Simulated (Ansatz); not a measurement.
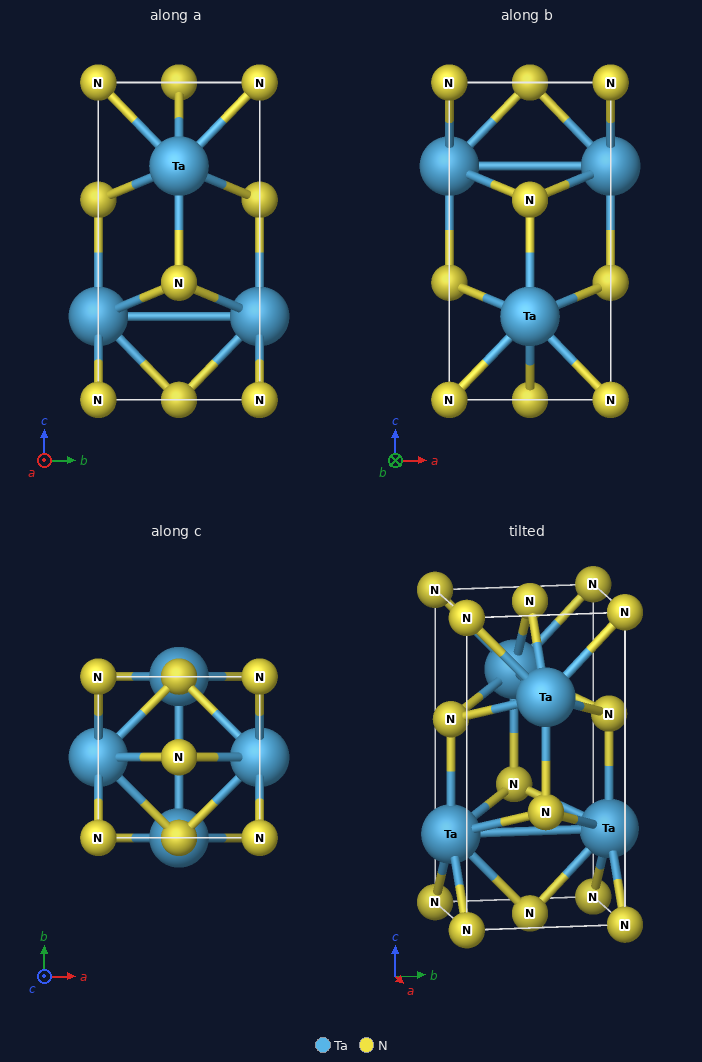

An orthographic ball-and-stick view of the structure, along the a axis, along the b axis, along the c axis and slightly off an axis. The conventional unit cell is drawn as a box.

Lattice parameters: a = 3.0485 Å, b = 3.0485 Å, c = 5.9973 Å, α = 90.000°, β = 90.000°, γ = 90.000°.

> Set out the cell and atoms as a CIF with its space group and independent sites, with free fractional coordinates to two decimals.

```cif
data_structure
_symmetry_space_group_name_H-M 'P 4/n m m :1'
_symmetry_Int_Tables_number 129
_cell_length_a 3.0485
_cell_length_b 3.0485
_cell_length_c 5.9973
_cell_angle_alpha 90.000
_cell_angle_beta 90.000
_cell_angle_gamma 90.000
_cell_volume 55.73
loop_
_atom_site_label
_atom_site_type_symbol
_atom_site_symmetry_multiplicity
_atom_site_Wyckoff_symbol
_atom_site_fract_x
_atom_site_fract_y
_atom_site_fract_z
_atom_site_occupancy
Ta1 Ta 2 c 0.00 0.50 0.74 1
N1 N 2 a 0.00 0.00 0.00 1
N2 N 2 c 0.00 0.50 0.37 1
```

The structure was taken from a structure type filled with these elements by a generator (whether the compound takes this form wasn't checked). Cell shown after relaxation with DFT PBE, scalar-relativistic, plane waves, PAW in Ansatz 0.2.0.
